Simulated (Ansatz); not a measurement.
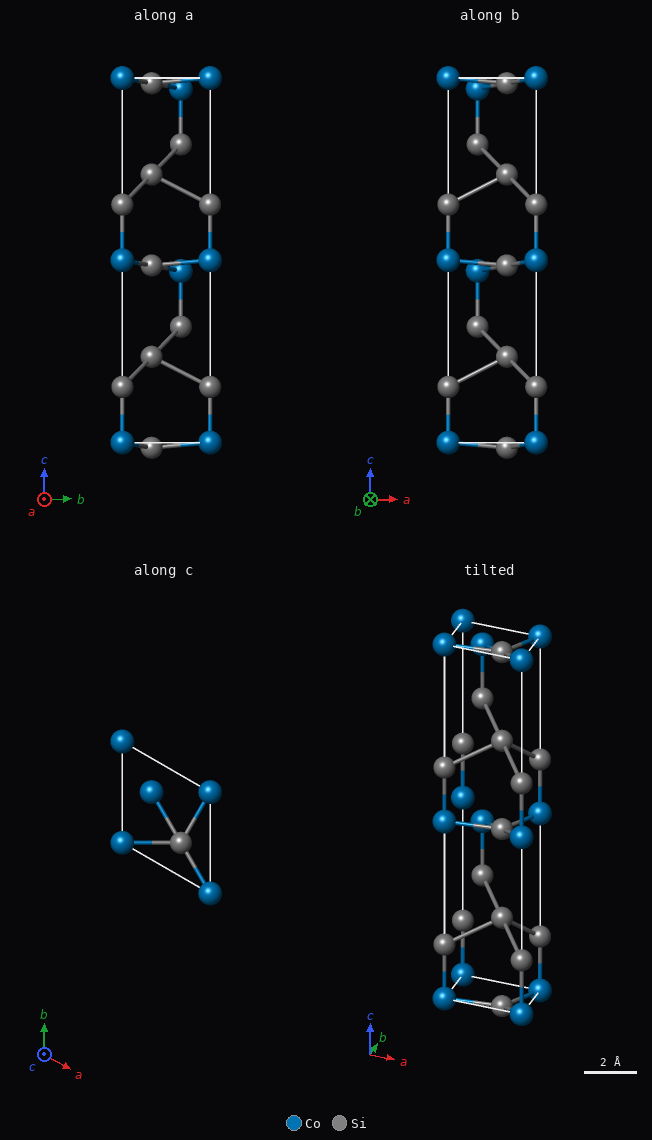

The figure gives a ball-and-stick picture of the atoms, viewed along the a axis, along the b axis, along the c axis and slightly off an axis. Thin lines show the unit cell, with boundary atoms drawn in all their periodic places.

Lattice parameters: a = 3.951 Å, b = 3.950 Å, c = 14.202 Å, α = 90.00°, β = 90.00°, γ = 119.99°. Put a along x and b in the xy plane.

> Record the structure as a POSCAR file, with free fractional coordinates to two decimals.

```
Co Si
1.0
     3.951    0.000    0.000
    -1.974    3.421    0.000
    -0.001    0.001   14.202
Co Si
4 8
Direct
  0.00 0.00 0.00
  0.00 0.00 0.50
  0.33 0.67 0.47
  0.33 0.67 0.97
  0.67 0.33 0.24
  0.67 0.33 0.74
  0.00 0.00 0.15
  0.00 0.00 0.65
  0.33 0.67 0.32
  0.33 0.67 0.82
  0.67 0.33 0.49
  0.67 0.33 0.99
```

The structure was taken from a random cell made by a generator, so it need not be a real form of the compound. The structure drawn was relaxed with DFT PBE, scalar-relativistic, plane waves, PAW in Ansatz 0.2.0.
